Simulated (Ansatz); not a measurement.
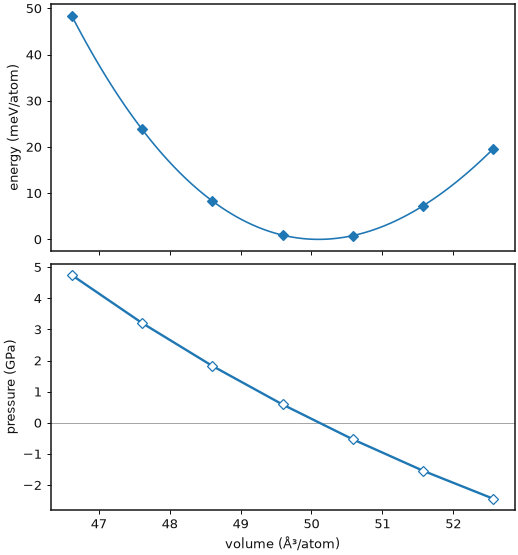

Energy and pressure against volume for WS₂, space group P-6m2 (No. 187).

A third-order Birch–Murnaghan fit gives V0 = 50.10 Å³/atom, B0 = 56.4 GPa and B′ = 4.4. The energy is 48.45 meV/atom at volume 46.62 Å³/atom and 19.65 meV/atom at 52.57 Å³/atom; the lowest computed point is at volume 50.58 Å³/atom (0.81 meV/atom), and no other minimum shows. The pressure falls from 4.75 GPa at volume 46.62 Å³/atom to −2.44 GPa at 52.57 Å³/atom, and changes sign near 50.11 Å³/atom.

Computed with Ansatz 0.2.0: plane-wave DFT, no spin polarisation; energies at scaled volumes of the given cell, shape and fractions fixed, counted from the fit's minimum, third-order Birch-Murnaghan fit. Level: PBE.

k mesh 10×10×2; occupations Fermi–Dirac; smearing width 0.05 eV; potentials Ansatz PAW; wave cutoff 420 eV; density cutoff 1680 eV.

The given structure:
```xyz
3
Lattice="3.1835 0.0000 0.0000 -1.5918 2.7570 0.0000 0.0000 0.0000 16.9506" Properties=species:S:1:pos:R:3 pbc="T T T"
W     0.0000    0.0000    0.0000
S     0.0000    1.8380    1.5595
S     0.0000    1.8380   15.3911
```

Limits of the calculation: shape and atomic fractions are frozen while scaling, which makes layered, chain and framework solids too stiff.
